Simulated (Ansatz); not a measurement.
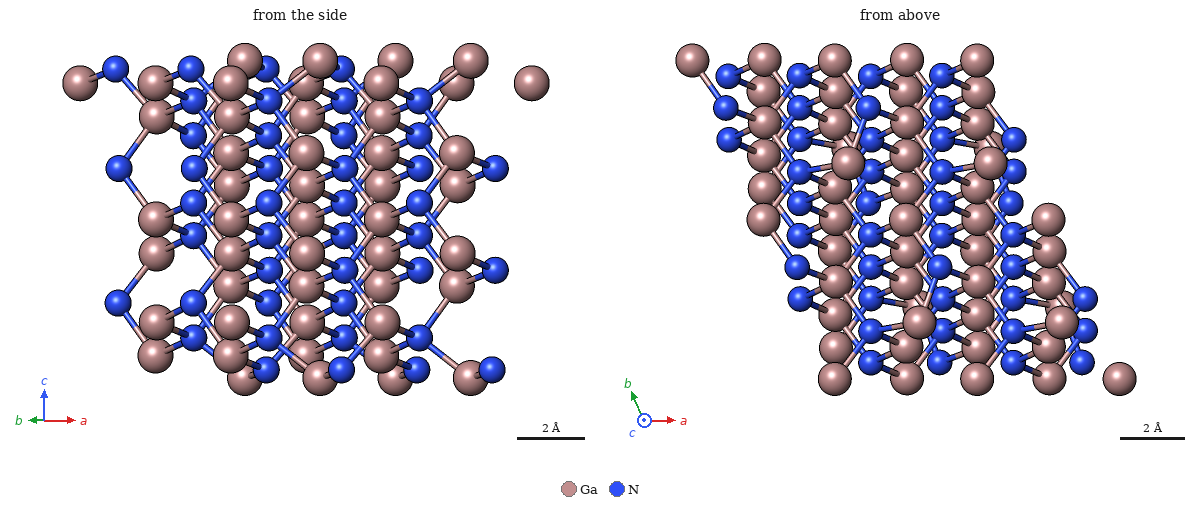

A ball-and-stick picture of a periodic slab, seen from the side and from above. The surface normal points up in side views; the vacuum is left out. 2×2 cells are drawn in the plane, with atoms at the edges repeated.

The cell holds 11 Ga, 10 N. The slab was cut from bulk GaN (F-43m).

Q: Name the terminations.

A: The top face ends in Ga and N, the bottom face in Ga and N. The two faces are alike.

Q: How thick is it?

A: About 9 Å from the lowest to the highest atom.

Q: Along which plane was the crystal cut?

A: (2 1 0).

Provenance: a structure listed in the Materials Project, from which a slab was cut. The atoms were relaxed in a fixed cell with Ansatz 0.2.0, DFT PBEsol, scalar-relativistic, plane waves, PAW.
